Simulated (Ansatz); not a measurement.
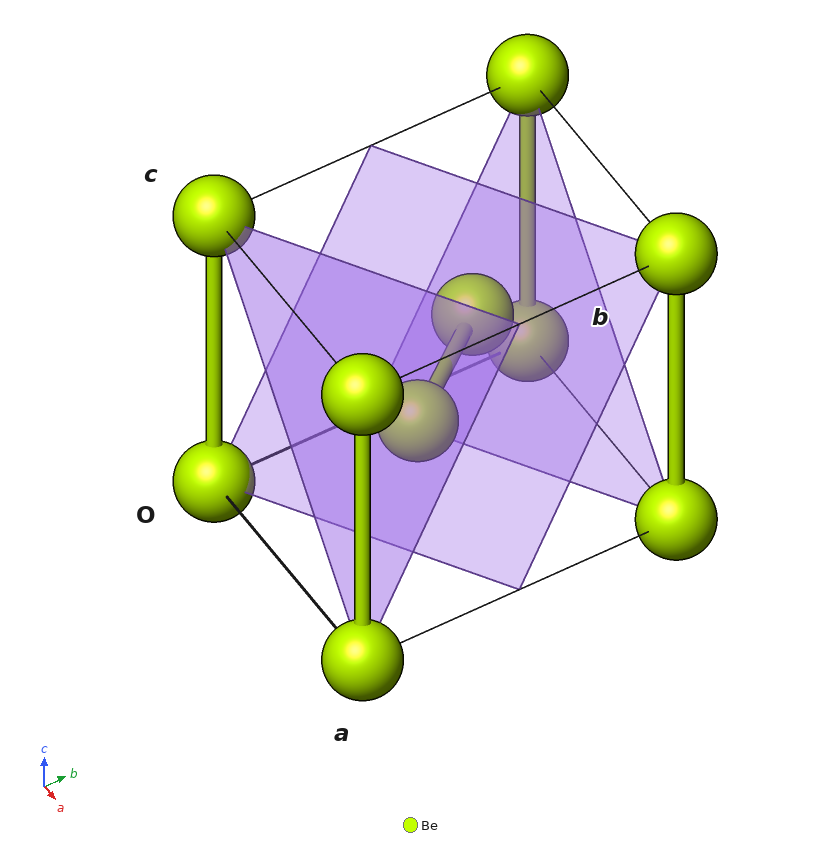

Every member of one family of equally spaced planes, hx + ky + lz = a whole number, that cuts the unit cell is shaded (one member passes through the origin O). Crystal: Be, the end point of a relaxation with Ansatz 0.2.0, DFT, PBEsol, plane waves (420 eV) with PAW, scalar-relativistic; the starting structure was generated, so it need not be a known form of this composition. Symmetry computed with spglib at a tolerance of 0.002 Å; standard conventional cell.

a = 3.561 Å, b = 3.561 Å, c = 2.183 Å, α = 90.00°, β = 90.00°, γ = 120.00°.

Question: Which (hkl) family is drawn?

Answer: (1 −2 1), in four indices (1 −2 1 1); the opposite sign names the same planes. The member next to the origin meets the axes a at 1, b at −1/2, c at 1.

Question: What is the spacing?

Answer: d = 1.380 Å.

Question: Which atoms of the cell lie in these planes (within 0.03 Å)?

Answer: 1 of the 3 Be.
